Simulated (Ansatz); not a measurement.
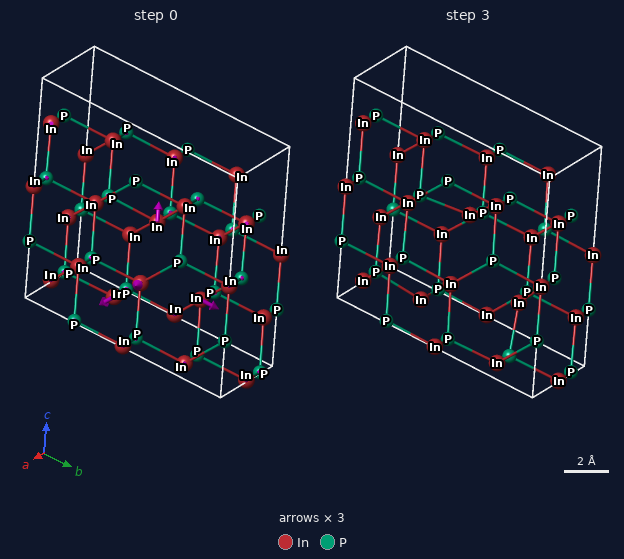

The structure of a defect cell of composition In16P15 (cell charge +2) before (left) and after (right) a relaxation, at one scale. The purple arrows give the displacements, magnified 3 times.

The picture is a ball-and-stick view of the cell of the calculation (origin shifted), seen slightly off an axis.

Case: P vacancy (site d), charge +2, atoms relaxed at the host's cell.

Method: Ansatz, DFT PBE, scalar-relativistic, plane waves, PAW. Set-up: plane-wave cutoff 420 eV; k-point mesh 2 × 2 × 2; occupations gaussian; smearing width 0.02 eV; mesh shifted by (0.5, 0.5, 0.5); collinear spin; atoms relaxed in a fixed cell; force threshold 0.025 eV/Å; at most 45 steps.

Describe what moved and what it gained.

Answer. The energy falls by 0.401 eV per cell of the calculation in 2 accepted moves (3 points after the start). Largest force component: 0.38 eV/Å at the start, 0.018 eV/Å at the end. 1 step only repeated the SCF at the same geometry. The largest moves, 0.33 Å, are those of In atoms. Largest moves by element: In 0.33 Å, P 0.05 Å. The lattice vectors keep their values. Among the contacts that change: In–P 2.588 → 2.541 Å, In–P 2.601 → 2.591 Å. Among the angles between lasting bonds that change: In–P–In 110.4° → 103.4°, P–In–P 108.6° → 114.6°, In–P–In 109.5° → 111.5°.

Limits of the set-up: the cell is charged, on a uniform background, and energies carry no finite-size correction.
